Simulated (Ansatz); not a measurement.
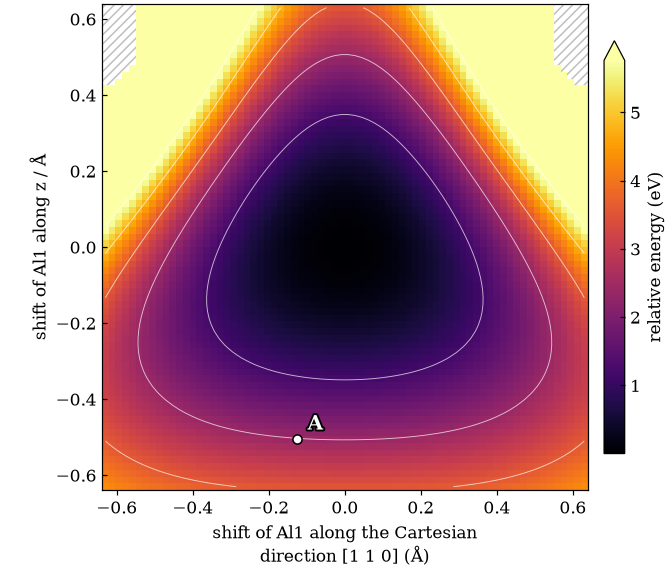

AlN (F-43m, No. 216; 8 atoms in the cell). One atom moved over a plane, all else fixed (x, y and z along the cube axes). The first coordinate is: shift of Al1 along the Cartesian direction [1 1 0]; the second: shift of Al1 along z. Nothing is relaxed (all other atoms fixed). Grid: 11 × 11 points; 59 points were computed and 58 follow by symmetry. At 4 points there is no value (left out of the scan, as a rule where atoms come close). Points are written as (first, second). Energies: eV per cell, counted from the lowest grid point. The band gap closes in part of the range. Theory: DFT PBEsol, scalar-relativistic, plane waves, PAW (Ansatz 0.2.0). Settings: cutoff 420 eV, k-mesh 6×6×6, gaussian smearing 0.05 eV, no spin polarisation.

In the figure: a smooth colour map with a few white contour lines, one colour for all values above the top of the scale, hatched blanks where no value was computed, the point A. Between grid points the surface is interpolated.

### Which way does the force act at A, and how strong is it?

A, at (−0.126 Å, −0.504 Å), is not a stationary point. The computed force is 8.3 eV/Å in the plane, pointing up in the picture (components 0.6 and 8.3 eV/Å).

PAW datasets: the set soft_1.
